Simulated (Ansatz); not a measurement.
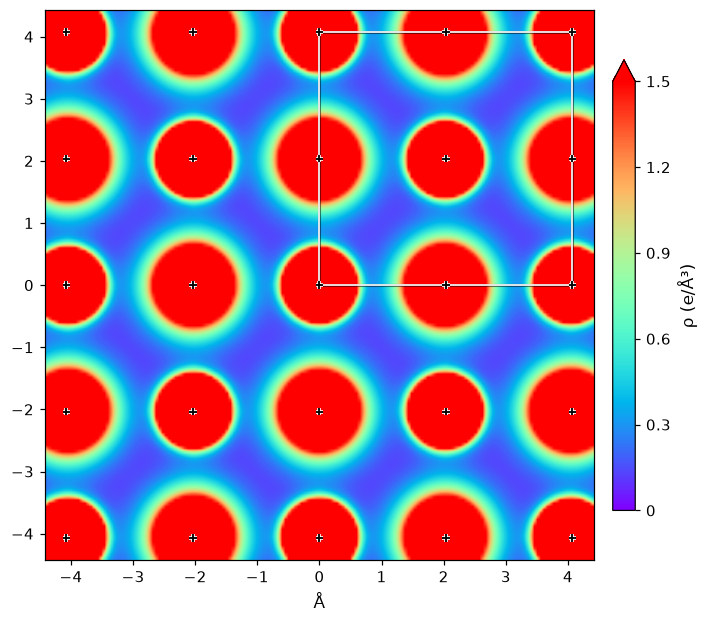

The valence electron density on a plane through atoms (crosses mark nuclei in the plane).

All numbers below come from DFT PBEsol, scalar-relativistic, plane waves, PAW (Ansatz).

Candidates:
A. Si, a = 5.43 Å, b = 5.43 Å, c = 5.43 Å, α = 90.00°, β = 90.00°, γ = 90.00°. Space group Fd-3m; a structure from a database of computed crystals, not necessarily the ambient phase.
B. MgO, a = 4.07 Å, b = 4.07 Å, c = 4.07 Å, α = 90.00°, β = 90.00°, γ = 90.00°. Space group Fm-3m; computed pressure about 20 GPa in this cell.

Q: Which candidate gave the map?

A: Candidate B: MgO on the (010) plane of the conventional cell, which holds Mg and O. Mg–O (2.04 Å): ρ at the midpoint is about 0.39 e/Å³.
